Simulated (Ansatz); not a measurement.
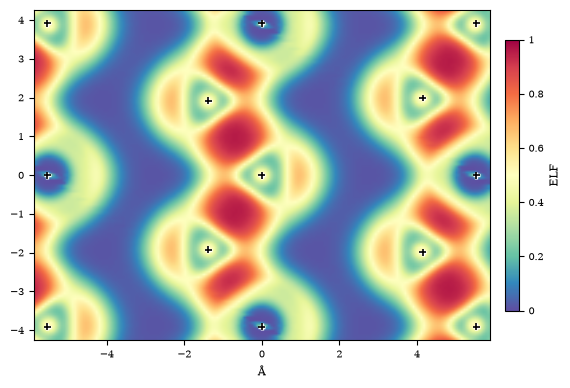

The ELF on a plane through atoms (crosses mark nuclei in the plane).

Computed with Ansatz, DFT PBE, scalar-relativistic, plane waves, PAW.

Candidates:
A. Si₃Ge, a = 5.53 Å, b = 5.53 Å, c = 11.07 Å, α = 90.00°, β = 90.00°, γ = 90.00°. Space group I-42d; a generated structure, not necessarily the stable one.
B. Sb₂Se₃, a = 4.07 Å, b = 4.07 Å, c = 31.01 Å, α = 90.00°, β = 90.00°, γ = 120.00°. Space group R-3m; a generated structure, not necessarily the stable one.
C. Hf₅H₂, a = 3.21 Å, b = 3.21 Å, c = 26.61 Å, α = 90.00°, β = 90.00°, γ = 120.00°. Space group P6₃/mmc; a generated structure, not necessarily the stable one.

Question: Which candidate gave the map?

Answer: Candidate A: Si₃Ge on the (11̄0) plane of the conventional cell, which holds Si and Ge. Si–Si (2.37 Å): the ELF peaks at about 0.95 between the atoms (a covalent bond). Si–Ge (2.42 Å): the ELF peaks at about 0.95 between the atoms, as expected for localised, covalent bonding.
